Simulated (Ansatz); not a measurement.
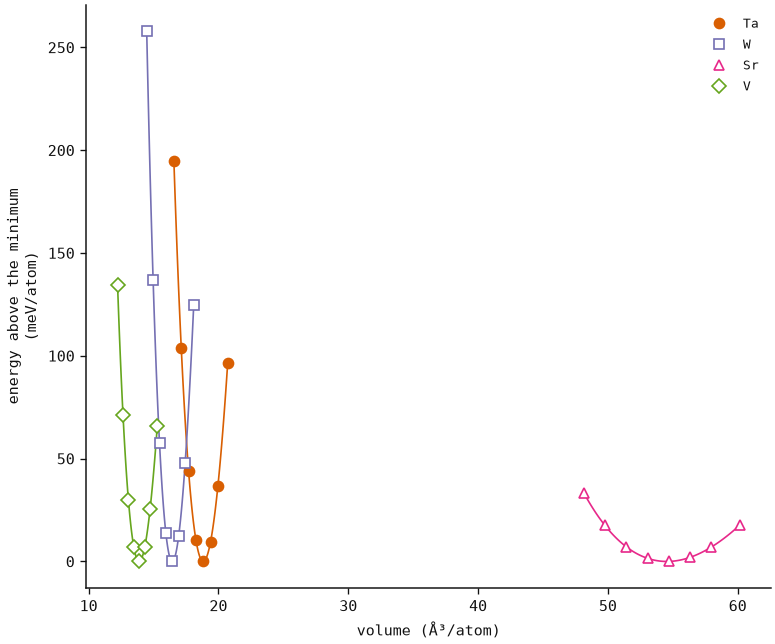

Method: third-order Birch-Murnaghan fit to density functional energies at scaled volumes of the given relaxed cell, shape and atoms relaxed at each volume; energies count from the fitted minimum; plane waves with PAW datasets, Γ-centred k mesh (Ansatz 0.2.0). Level: PBE, no spin polarisation.

- wave cutoff: 420 eV
- occupations: Gaussian
- smearing width: 0.1 eV

**Figure.** Energy above the minimum against volume, with one curve for each element, for Sr, Ta, V and W (all in space group Fm-3m (No. 225)).

Settings that differ: Ta: k mesh 18×18×18; W: k mesh 18×18×18; Sr: k mesh 12×12×12; V: k mesh 18×18×18.

The fitted equilibrium volumes, smallest first, are V 13.89, W 16.44, Ta 18.83, Sr 54.54 Å³/atom. The fitted bulk moduli, smallest first, are Sr 12, V 176, Ta 190, W 283 GPa.

Input of one of the runs behind the figure:
```
crystal:
  lattice:
    - [0.0, 2.8871372186, 2.8871372186]
    - [2.8871372186, 0.0, 2.8871372186]
    - [2.8871372186, 2.8871372186, 0.0]
  atoms:
    - { symbol: Sr, position: [0.0, 0.0, 0.0] }
basis:
  ecutwfc: 420
kpoints:
  mp_grid: { grid: [12, 12, 12] }
hamiltonian:
  xc: pbe
scf:
  occupations: { method: gaussian, width: 0.1 }
output:
  forces: true
  stress: true
  eigenvalues: true
```

Command:
```bash
ansatz run input.yaml --threads 1 --pin off --max-ram 2560MiB --backend cpu --events-out ev --progress --plain --runs-dir out
```
